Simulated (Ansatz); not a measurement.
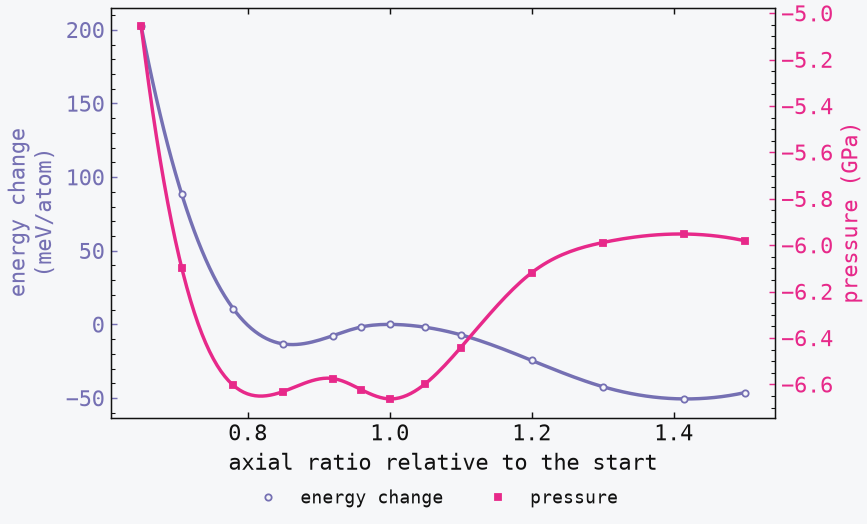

The plot gives the computed energy change and pressure against relative axial ratio for Ti, space group Im-3m (No. 229).

The given structure:
```xyz
1
Lattice="-1.6410 1.6410 1.6410 1.6410 -1.6410 1.6410 1.6410 1.6410 -1.6410" Properties=species:S:1:pos:R:3 pbc="T T T"
Ti    0.0000    0.0000    0.0000
```

Method: deformation of a crystal at fixed volume, lengths along the axis scaled against those across it, fractional coordinates fixed, by plane-wave density functional theory with PAW datasets, free energies less that of the undisturbed cell, pressure positive in compression; scalar-relativistic (Ansatz 0.2.0). Level: PBEsol, no spin polarisation.

- wave cutoff: 420 eV
- k mesh: 22×22×22
- occupations: Gaussian
- smearing width: 0.15 eV
- k shift: (0, 0, 0) (mesh steps)
- start: as given
- path: tetragonal
- axis direction: (0, 0, 1) (Cartesian unit vector)

### Where is the energy change lowest, and are there other minima?

The lowest computed point is at relative axial ratio 1.414 (−51 meV/atom); there is a further local minimum at 0.850 (−13 meV/atom); the curve passes over a maximum at 1.000 (0 meV/atom).

### Read off the course of the pressure.

It goes from −5.057 GPa at relative axial ratio 0.650 to −5.981 GPa at 1.500, not monotonically, with a low of −6.663 GPa at 1.000.

Keep in mind: reference crystal is not relaxed.

The computed values:

```
axial ratio relative to the start  energy change (meV/atom)  pressure (GPa)
                            0.650                       202          -5.057
                            0.707                        89          -6.097
                            0.780                        10          -6.605
                            0.850                       -13          -6.631
                            0.920                        -8          -6.575
                            0.960                        -2          -6.623
                            1.000                         0          -6.663
                            1.050                        -2          -6.598
                            1.100                        -7          -6.442
                            1.200                       -24          -6.119
                            1.300                       -42          -5.989
                            1.414                       -51          -5.952
                            1.500                       -46          -5.981
```
